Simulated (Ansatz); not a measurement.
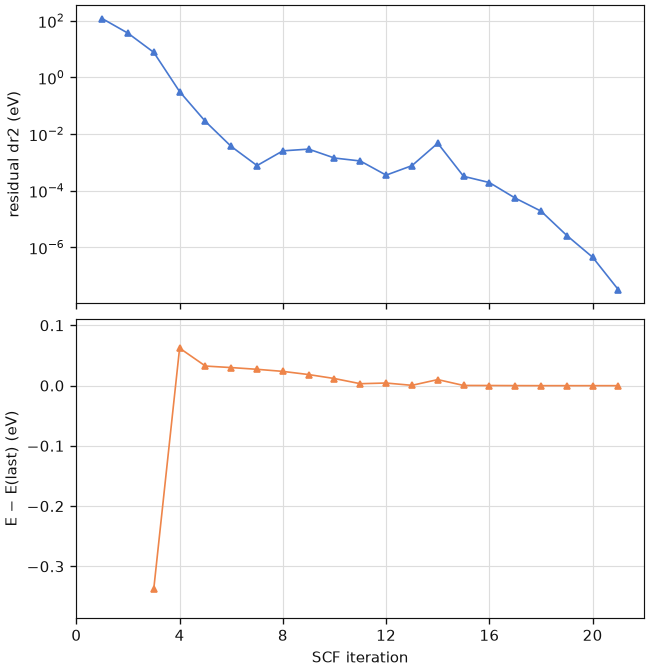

The plot shows the SCF iterations of a calculation: density residual dr2, Harris–Foulkes energy less its last value. dr2 is the charge part; the magnetisation has a residual of its own. The first two energies lie far off the scale and aren't drawn.

Ti (slab, 14 atoms in the cell), run with Ansatz.

```
crystal:
  lattice:
    - [2.9004352002, 0.0, 0.0]
    - [0.0, 6.8054953042, 0.0]
    - [0.0, 0.0, 25.7318055608]
  atoms:
    - { symbol: Ti, position: [0.5, 0.9770475762, 0.2914680815] }
    - { symbol: Ti, position: [0.5, 0.5678666067, 0.3134188098] }
    - { symbol: Ti, position: [0.0, 0.2495046676, 0.3573202663] }
    - { symbol: Ti, position: [0.0, 0.8403236981, 0.3792709945] }
    - { symbol: Ti, position: [0.5, 0.521961759, 0.4231724511] }
    - { symbol: Ti, position: [0.5, 0.1127807895, 0.4451231793] }
    - { symbol: Ti, position: [0.0, 0.7944188504, 0.4890246359] }
    - { symbol: Ti, position: [0.0, 0.3852378809, 0.5109753641] }
    - { symbol: Ti, position: [0.5, 0.0668759419, 0.5548768207] }
    - { symbol: Ti, position: [0.5, 0.6576949723, 0.5768275489] }
    - { symbol: Ti, position: [0.0, 0.3393330333, 0.6207290055] }
    - { symbol: Ti, position: [0.0, 0.9301520638, 0.6426797337] }
    - { symbol: Ti, position: [0.5, 0.6117901247, 0.6865811902] }
    - { symbol: Ti, position: [0.5, 0.2026091552, 0.7085319185] }
basis:
  ecutwfc: 420
kpoints:
  mp_grid: { grid: [12, 5, 1] }
hamiltonian:
  xc: pbesol
scf:
  occupations: { method: gaussian, width: 0.1 }
  max_iter: 100
output:
  forces: true
  eigenvalues: true
  stress: true
efield:
  axis: 3
  dipole_correction: true
  ramp_width: 0.04
magnetization:
  spin_polarized: true
  initial_magnetization: 7
```

Command:
```bash
ansatz run input.yaml --threads 2 --pin off --max-ram 5120MiB --backend cpu --events-out ev --progress --plain --runs-dir out
```

**Was self-consistency reached?**

It did not finish: the time limit cut it off after 21 iterations. The residual is still falling at the last step (down to 3 × 10⁻⁸).

**Why did it fail, and what helps?**

The input holds a fault, an impossible spin: magnetization set to {"spin_polarized": true, "initial_magnetization": 7}. The plot doesn't show it to be the cause; the time allowed was short.
